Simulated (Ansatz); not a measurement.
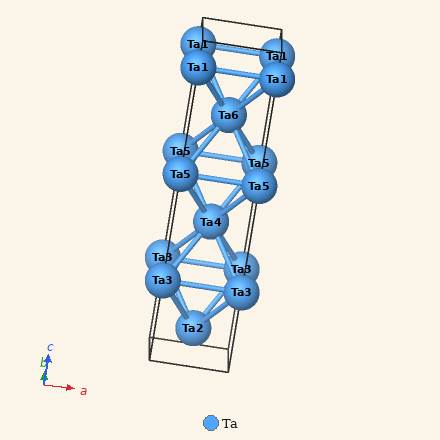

Three computed energy maps of cells of Ta. The picture above is the structure of the first map.

Map 1

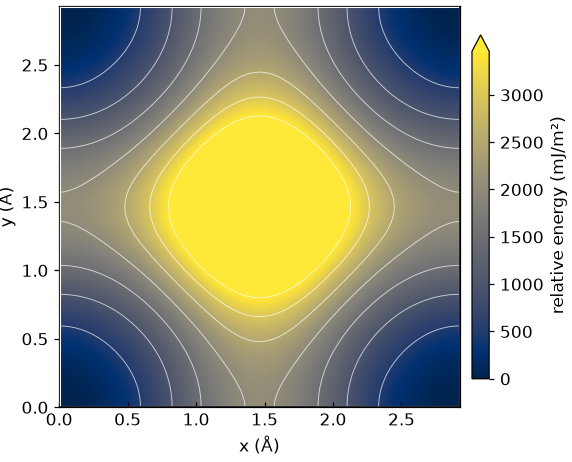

Ta (Fm-3m, No. 225; 6 atoms in the cell). Gamma surface: rigid slide across a plane, one fault a cell; the plane is (0 0 1) of the conventional cell. Places are given modulo a cell vector. The map is drawn in real space over the plane of the slide. Nothing is relaxed (rigid halves, spacing across the cut fixed). The scan uses a 6 × 6 grid; 10 points were computed and 26 follow by symmetry. All energies are given in mJ/m² relative to the lowest grid point. These are results of Ansatz 0.2.0, DFT LDA, scalar-relativistic, plane waves, PAW, not measurements. Settings: cutoff 420 eV, k-mesh 15×15×4 in the order of the run's cell vectors, gaussian smearing 0.15 eV, no spin polarisation.

Drawn: a smooth colour map with a few white contour lines, the outline of one cell of the plane, one colour for all values above the top of the scale. Between grid points the surface is interpolated.

Map 2

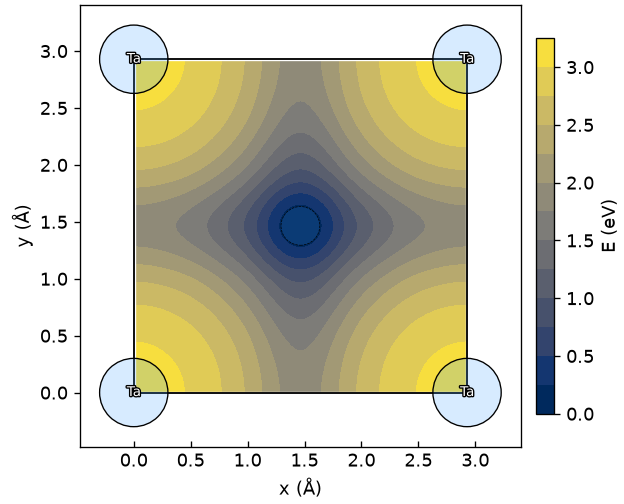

CH on a Ta(100) slab cut from the Fm-3m phase, its upper half relaxed before the scan (12 atoms of substrate and one adsorbate in a 2 × 2 cell). 
- CH is moved over the surface cell; relaxed at each place: the height of the adsorbate's atoms; substrate rigid; the origin of the map has the adsorbate above Ta9.
- Places are given modulo a cell vector. The map is drawn in real space over the plane of the surface.
- The grid has 6 × 6 points; 10 points were computed and 26 follow by symmetry.
- Places are given in fractions of the 1 × 1 surface cell.
- Energies are in eV, from the lowest grid point.
- Theory: DFT LDA, scalar-relativistic, plane waves, PAW in Ansatz 0.2.0. Settings: cutoff 420 eV, k-mesh 5×5×1, gaussian smearing 0.1 eV, spin-polarised.

Drawn: filled contours, labelled circles for the atoms of the top layer and small ones for the second layer, the outline of one cell of the plane. Between grid points the surface is interpolated.

Map 3

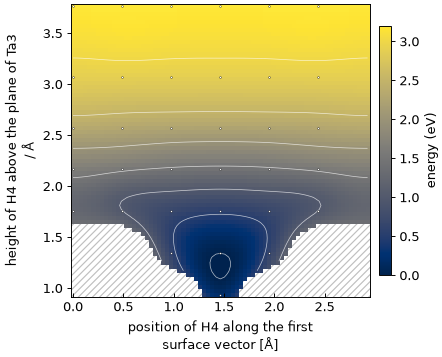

H on a Ta(111) slab cut from the Fm-3m phase, its upper half relaxed before the scan (3 atoms of substrate and one adsorbate in a 1 × 1 cell). 
- H is moved along a line over the surface and along the normal, above a rigid substrate.
- The first coordinate is: position of H4 along the first surface vector, from above Ta3; the second: height of H4 above the plane of Ta3.
- Grid: 6 × 7 points; 23 points were computed and 11 follow by symmetry. At 8 points there is no value (left out of the scan, as a rule where atoms come close).
- Points are written as (first, second).
- All energies are given in eV relative to the lowest grid point.
- Level of theory: Ansatz, DFT LDA, scalar-relativistic, plane waves, PAW. Settings: cutoff 420 eV, k-mesh 9×9×1, gaussian smearing 0.1 eV, spin-polarised.

The picture shows a smooth colour map with a few white contour lines, dots at the grid points, hatched blanks where no value was computed. Between grid points the surface is interpolated.

> What does each map show?

Map 1: The lowest grid point is at (0/6, 0/6) of the cell vectors. No other kind of well shows on this grid. The highest grid point, (3/6, 3/6) of the cell vectors, lies 5591 mJ/m² above the lowest. On the interpolated surface the easiest way out of the lowest well to its copy in the next cell or period passes a barrier of about 2000 mJ/m².
Map 2: The lowest grid point is at a fourfold hollow over a second-layer Ta atom, (3/6, 3/6) of the cell vectors. No other kind of well shows on this grid. The highest grid point, the top site over a surface Ta atom, (0/6, 0/6) of the cell vectors, lies 3.11 eV above the lowest. On the interpolated surface the easiest way out of the lowest well to its copy in the next cell or period passes a barrier of about 1.9 eV.
Map 3: The lowest grid point is at (1.46 Å, 1.34 Å) [nearest 2 Ta at 1.98 Å]. It is the only kind of minimum in the scanned range. The highest grid point, (1.46 Å, 3.77 Å), lies 3.20 eV above the lowest. On the interpolated surface the easiest way out of the lowest well to its copy in the next cell or period passes a barrier of about 1.3 eV, counted from the interpolated bottom of the well.

PAW datasets: the set soft_1.
